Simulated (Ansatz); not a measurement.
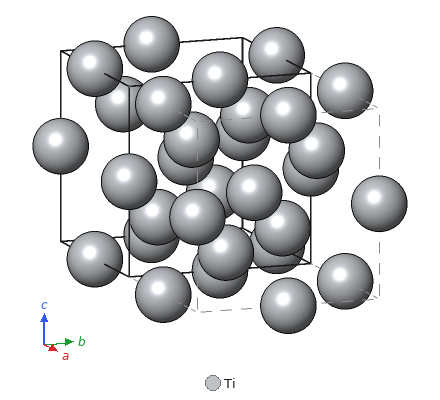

Ti (Fd-3m, No. 227): the input geometry of a calculation; the starting structure was generated, so it need not be a known form of this composition.

```cif
data_structure
_symmetry_space_group_name_H-M 'P 1'
_symmetry_Int_Tables_number 1
_cell_length_a 5.6997
_cell_length_b 5.6997
_cell_length_c 5.6997
_cell_angle_alpha 90.000
_cell_angle_beta 90.000
_cell_angle_gamma 90.000
_cell_volume 185.16
loop_
_atom_site_label
_atom_site_type_symbol
_atom_site_fract_x
_atom_site_fract_y
_atom_site_fract_z
_atom_site_occupancy
Ti1 Ti 0.75000 0.75000 0.75000 1
Ti2 Ti 0.00000 0.50000 0.00000 1
Ti3 Ti 0.75000 0.25000 0.25000 1
Ti4 Ti 0.00000 0.00000 0.50000 1
Ti5 Ti 0.25000 0.75000 0.25000 1
Ti6 Ti 0.50000 0.50000 0.50000 1
Ti7 Ti 0.25000 0.25000 0.75000 1
Ti8 Ti 0.50000 0.00000 0.00000 1
```

Question: What will a projected-potential map along [001] show? Computed as the sum of neutral-atom potentials (tabulated electron scattering factors, B = 0.5 Å²) projected along the beam and smoothed by 0.25 Å; brighter is more positive. The display is stretched by a gamma of 0.6; percentages refer to the linear signal.

Answer: The columns repeat on a square net with a repeat of 2.02 Å (plane group p4mm). All columns are alike (Ti). The shortest distance between visible columns is 2.02 Å in projection. Along the beam the structure repeats every 5.70 Å.

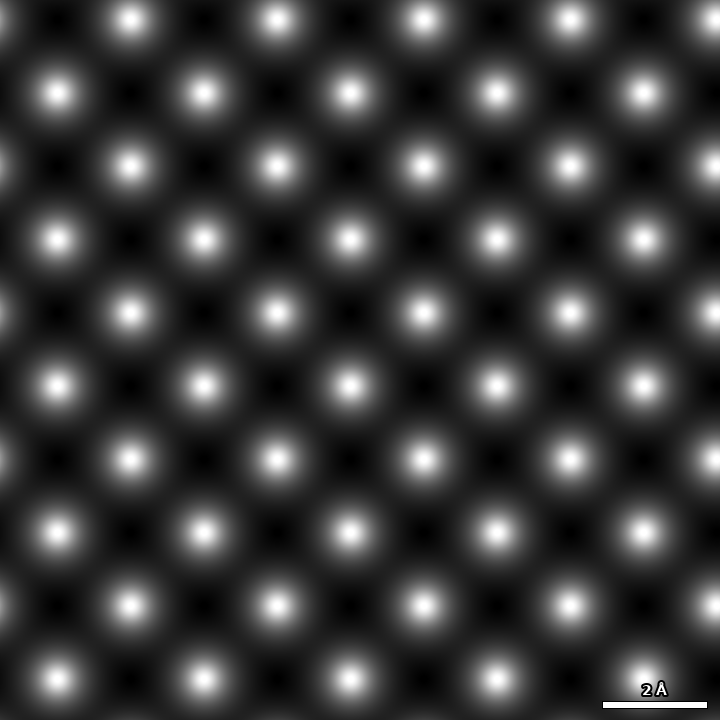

The simulated image.
